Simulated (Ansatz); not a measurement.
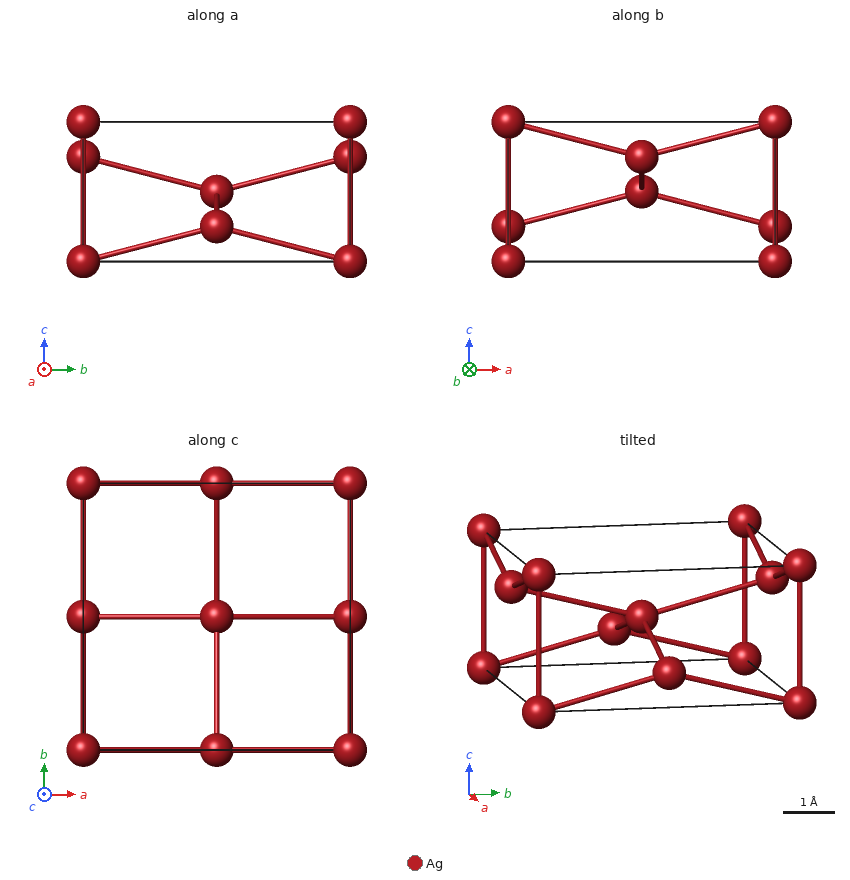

An orthographic ball-and-stick view of the structure, along the a axis, along the b axis, along the c axis and slightly off an axis. Atoms at the boundary of the conventional unit cell (the box) are drawn once for each face, edge or corner they touch.

Lattice parameters: a = 5.264 Å, b = 5.264 Å, c = 2.752 Å, α = 90.00°, β = 90.00°, γ = 90.00°. Put a along x and b in the xy plane.

### Give the structure in the form of a POSCAR file.

```
Ag
1.0
     5.264    0.000    0.000
     0.000    5.264    0.000
     0.000    0.000    2.752
Ag
4
Direct
  0.0000 0.0000 0.0000
  0.0000 0.5000 0.2500
  0.5000 0.5000 0.5000
  0.5000 0.0000 0.7500
```

The initial geometry was a structure type filled with this element by a generator (whether the element takes this form wasn't checked). Atoms and cell were optimised with Ansatz, DFT r2SCAN, scalar-relativistic, plane waves, PAW.
